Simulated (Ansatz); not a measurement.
**Single-point calculation, with input and output: MoTe2 (part 2 of 2)**

The same run, continued: MoTe2 (slab, 3 atoms in the cell); DFT HSE06, spin-orbit coupling, plane waves, PAW (Ansatz 0.2.0); cutoff 420 eV, 6×6×1 k-mesh, fixed occupations. The structure derives from an entry of the Crystallography Open Database.

Geometry of the input (Å; fractional positions):
```
3.5038  0.0000  0.0000
-1.7519  3.0344  0.0000
0.0000  0.0000  33.2703
Te 0.3333  0.6667  0.4454
Mo 0.6667  0.3333  0.5000
Te 0.3333  0.6667  0.5546
```

```
hybrid outer 2: dexx = +1.045e-6 eV, tail = 9.86e-8 eV, Δε = 1.75e-3 eV (about 1.20e-4 eV left of the loop's levels)
NSCF: frozen V_eff on 3 k-points
WARN: The output density's exchange-correlation potential varies sharply where the density is thin. Do not read a vacuum level from v_tot or v_xc, or from such a field of the output density. On a cell that repeats whose density bears no net charge and no dipole along the vacuum's axis use v_es (v_loc + v_h of the components); under efield.dipole_correction with no amplitude use v_es + v_field, which holds any external_charges[].barrier, or the levels of the report's work_function block, which leave it out; under a non-zero efield.amplitude the vacuum is tilted and has no level; on a cell that repeats and bears such a dipole with no correction it is tilted too, and efield.dipole_correction with no amplitude gives each side of its ramp a level where efield: is served; in a cell that repeats whose density bears a net charge (total_charge, or a fill off its count) it is curved and has none; of a slab under crystal.periodic whose density bears no net charge use v_es, which has a level on each side, short of where the two are joined; of another it falls or rises all the way out and has none; of a slab beside external_charges read slab_vacuum_level instead, which it has where they leave it neutral. The grid or the basis barely resolves most such structure, and the values can differ between equally converged runs; as a rule a tighter scf.convergence.dr2_threshold does not remove it. Where the density itself ripples (under the LDA too) a higher basis.ecutwfc lessens it. The files hold the spikes' plane waves up to the density's cutoff. Files: v_tot_of_output_density and the like, and their columns of v_z.tsv (output.write_potential); v_xc_of_output_density and the like, and their columns of v_comp_z.tsv (output.write_potential_components). Measured: with its Gaussian average of σ = 0.25 Å subtracted twice, the exchange-correlation potential is over 0.1 eV at 881 of the grid points where the equally averaged density (valence and model cores) is under 1e-3 e/Å³, and 0.553 eV at the most among them, at an averaged density of 6.3e-5 e/Å³. The input density's (outcome.potential() and, of a run that writes arrays, v_tot and v_xc) is over 0.1 eV, so measured, at 881 points of its own thin density, 0.553 eV at the most. See output.write_potential in the manual, Limitations
hybrid SCF converged: 2 outer / 11 inner (+6 warm-up), last move |dexx| = 1.05e-6 eV, tail = 9.86e-8 eV
Magnetization: |M| = 0.0000 μB,  M = (+0.0000, +0.0000, +0.0000) μB
Absolute magnetization: 0.0000 μB (∫|m|)
  site 0: m = (+0.0000, +0.0000, +0.0000) μB, |m| = 0.0000 μB  (R = 1.12 Å)
  site 1: m = (+0.0000, +0.0000, +0.0000) μB, |m| = 0.0000 μB  (R = 1.12 Å)
  site 2: m = (+0.0000, +0.0000, +0.0000) μB, |m| = 0.0000 μB  (R = 1.12 Å)
Free energy (F): -18922.353442 eV
Frozen-core exchange: fock
Harris-Foulkes:  -18922.353442 eV  (|F-HF|=1.61e-8)
Internal energy: -18922.353442 eV  (E = F + TS)
E sigma→0 (E₀):  -18922.353442 eV
Fermi energy:    -4.966090 eV
--- Per-component energies (eV) ---
  E_band       = -1457.276411
  E_kinetic    = 802.696491
  E_local      = -119804.981443  (includes V_loc(G=0)·N_el)
  E_nonlocal   = -480.402120
  E_hartree    = 59731.408239
  E_xc         = -348.009736
  E_vxc        = -350.270609  (∫ρ·V_xc dr)
  E_exx        = -132.314783  (= α·E_x^exact, valence–valence)
  E_paw        = -12484.990682  (= ΣΔE_a)
  E_vpaw       = -822.496433  (= ΣTr[D̂ρ^β])
  E_aug_tail   = -0.000322  (compensation charges beyond the density's cutoff)
  E_ewald      = 53795.022907
  E_core_change = -0.781993  (= ΣΔE_core)
  E_smearing   = -0.000000  (= −TS)
  E_closure    = -0.000000  (closes the sum)
  Σ components = -18922.353442   (vs F -18922.353442, Δ=-7.28e-12)
--- Band table (eV; the first three rows and the last of 7) ---
  k-point 0: bands = ["-69.8216", "-69.8216", "-45.0283", "-45.0283", "-45.0242", "-45.0242", "-44.9643", "-44.9643", "-44.9521", "-44.9521", "-44.2641", "-44.2641", "-43.5465", "-43.5465", "-43.5340", "-43.5340", "-43.4950", "-43.4950", "-43.4800", "-43.4800", "-43.4553", "-43.4553", "-43.4428", "-43.4428", "-41.7261", "-41.7261", "-41.5804", "-41.5804", "-19.1725", "-19.1725", "-18.1164", "-18.1164", "-10.8671", "-10.8671", "-7.4889", "-7.4889", "-7.0728", "-7.0728", "-6.9301", "-6.9301", "-6.3434", "-6.3434", "-5.9476", "-5.9476", "-5.7309", "-5.7309", "-1.7255", "-1.7255", "-1.3574", "-1.3574", "-0.9960", "-0.9960", "-0.6973", "-0.6973", "-0.5315", "-0.5315", "-0.3229", "-0.3229"]
  k-point 1: bands = ["-69.8182", "-69.8182", "-45.0261", "-45.0261", "-45.0236", "-45.0236", "-44.9621", "-44.9621", "-44.9535", "-44.9535", "-44.2852", "-44.2852", "-43.5463", "-43.5463", "-43.5326", "-43.5326", "-43.4924", "-43.4924", "-43.4771", "-43.4771", "-43.4534", "-43.4534", "-43.4377", "-43.4377", "-41.7266", "-41.7266", "-41.6107", "-41.6107", "-18.7382", "-18.7382", "-17.8145", "-17.8145", "-10.4132", "-10.4132", "-8.0855", "-8.0855", "-7.8242", "-7.8242", "-6.7415", "-6.7415", "-6.6669", "-6.6669", "-6.1390", "-6.1390", "-5.8278", "-5.8278", "-2.6564", "-2.6564", "-2.3728", "-2.3728", "-1.7858", "-1.7858", "-1.0319", "-1.0319", "-0.0402", "-0.0402", "0.1430", "0.1430"]
  k-point 2: bands = ["-69.8115", "-69.8115", "-45.0234", "-45.0234", "-45.0213", "-45.0213", "-44.9585", "-44.9585", "-44.9546", "-44.9546", "-44.3273", "-44.3273", "-43.5420", "-43.5420", "-43.5299", "-43.5299", "-43.4932", "-43.4932", "-43.4706", "-43.4706", "-43.4505", "-43.4505", "-43.4270", "-43.4270", "-41.7420", "-41.7420", "-41.6543", "-41.6543", "-17.6272", "-17.6272", "-17.0551", "-17.0551", "-10.2428", "-10.2428", "-9.4400", "-9.4400", "-9.1220", "-9.1220", "-7.4428", "-7.4428", "-6.9821", "-6.9821", "-6.3214", "-6.3214", "-5.8306", "-5.8306", "-3.1788", "-3.1788", "-2.8607", "-2.8607", "-1.8522", "-1.8522", "-0.7787", "-0.7787", "1.0019", "1.0019", "1.3567", "1.3567"]
  k-point 6: bands = ["-69.8065", "-69.8065", "-45.0304", "-45.0212", "-45.0146", "-45.0135", "-44.9658", "-44.9588", "-44.9523", "-44.9473", "-44.3669", "-44.3476", "-43.5327", "-43.5318", "-43.5312", "-43.5306", "-43.5060", "-43.4837", "-43.4827", "-43.4567", "-43.4532", "-43.4424", "-43.4245", "-43.4145", "-41.7375", "-41.7237", "-41.7113", "-41.7060", "-16.4696", "-16.4321", "-16.2595", "-16.2553", "-10.5292", "-10.4032", "-10.1747", "-10.0105", "-9.6840", "-9.3267", "-9.0013", "-8.4992", "-8.3564", "-8.3435", "-7.2858", "-7.2490", "-5.2991", "-4.9661", "-3.5500", "-3.4811", "-2.8400", "-2.7685", "-2.0270", "-1.8092", "-0.2414", "-0.1562", "0.6203", "0.6736", "0.6740", "0.7205"]
  the weakly bound empty levels are not read free of the cell's end (exact_exchange)
```

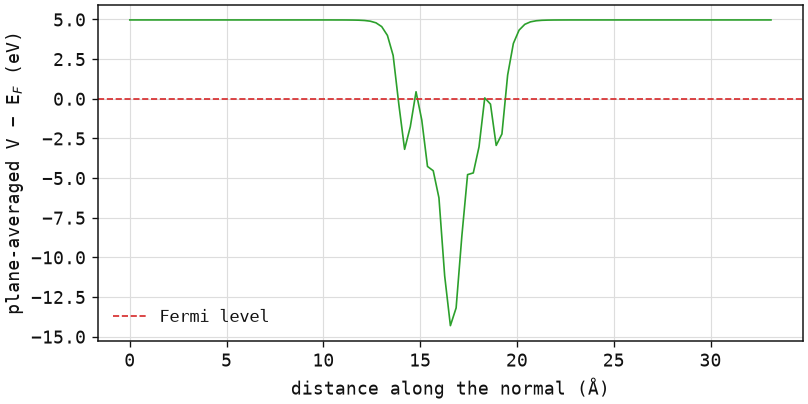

**Figure 1.** Plane average of the electrostatic potential energy of an electron across the cell, from the Fermi level. The vacuum level lies 4.97 eV above the Fermi level.

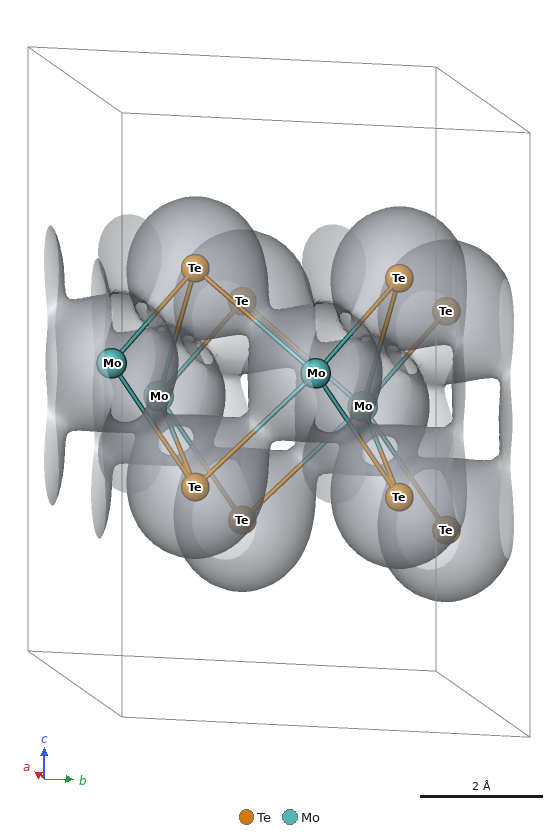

**Figure 2.** Isosurface of the valence pseudo-density at 0.4 e/Å³ (grey), seen at an oblique angle. Sticks mark near contacts. At this value the density is joined into sheets; it holds about 80 % of the electrons treated as valence (semicore included). On the grid the lowest density along these lines, outside the cores, is 0.46 e/Å³ (Te–Mo, 2.72 Å). The fields are those of the smooth PAW valence density.

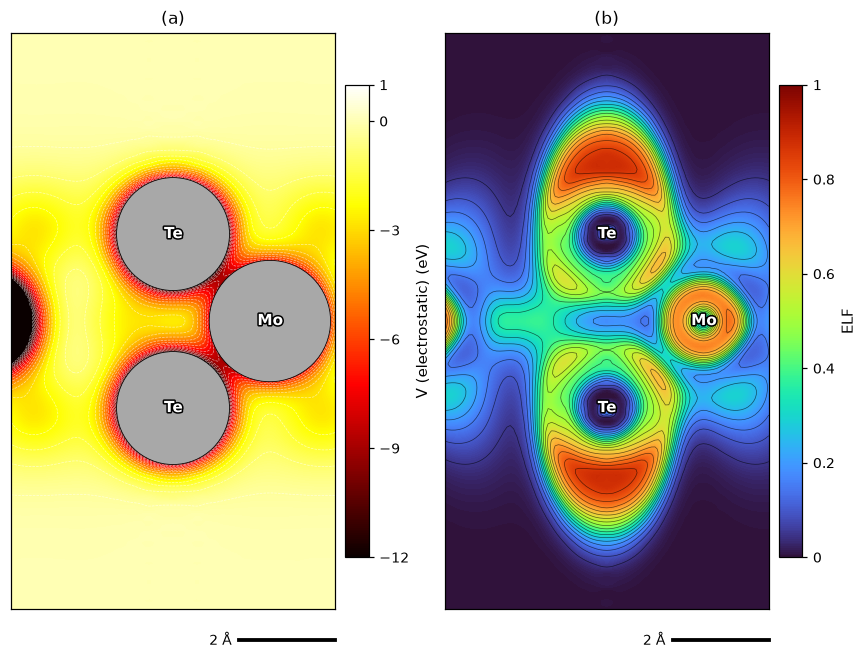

**Figure 3.** (a) electrostatic potential (local pseudopotential plus Hartree) felt by an electron; (b) ELF on the (110) plane of the calculation cell, a cut from vacuum to vacuum. Grey discs, where drawn, cover atomic cores. The plane passes through Te and Mo nuclei. Te–Mo (2.72 Å): the ELF is about 0.60 at the midpoint. The strong features right at Mo lie inside the PAW spheres (semicore, d or f shells) and say nothing about bonding.

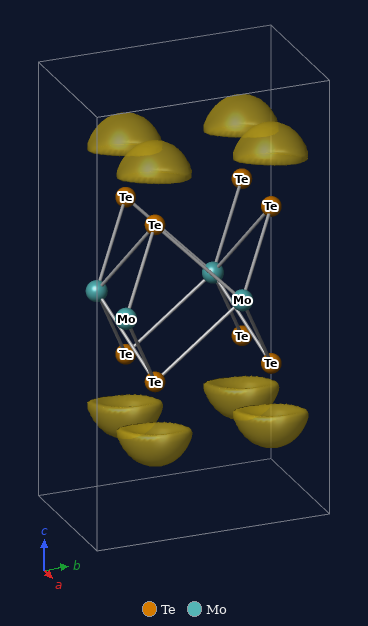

**Figure 4.** Isosurface of the ELF at 0.8 (yellow), seen slightly off an axis. Only the valence region is drawn (cores and ρ < 0.01 e/Å³ removed). Sticks mark near contacts. Counts are for one cell; the picture repeats the cell along the surface.  Values along the shortest contacts: Te–Mo (2.72 Å): the ELF is about 0.60 at the midpoint.

Summary:

- outcome: converged
- electrons treated: 46
- free energy: −18922.3534 eV
- work function, top face: 4.97 eV
- work function, bottom face: 4.97 eV
- Fermi energy: −4.966 eV
- gap on the k-point mesh: 1.42 eV
- gap on the band path: 1.42 eV
- net moment of the cell: 0.00 μB
- integrated absolute moment: 0.00 μB
- work function (upper face): 4.97 eV
- wall time: 10 min (CPU time 39 min)
- peak memory: 8.8 GiB

Notes:

The program warns: the exchange-correlation potential is rough where the density is thin.
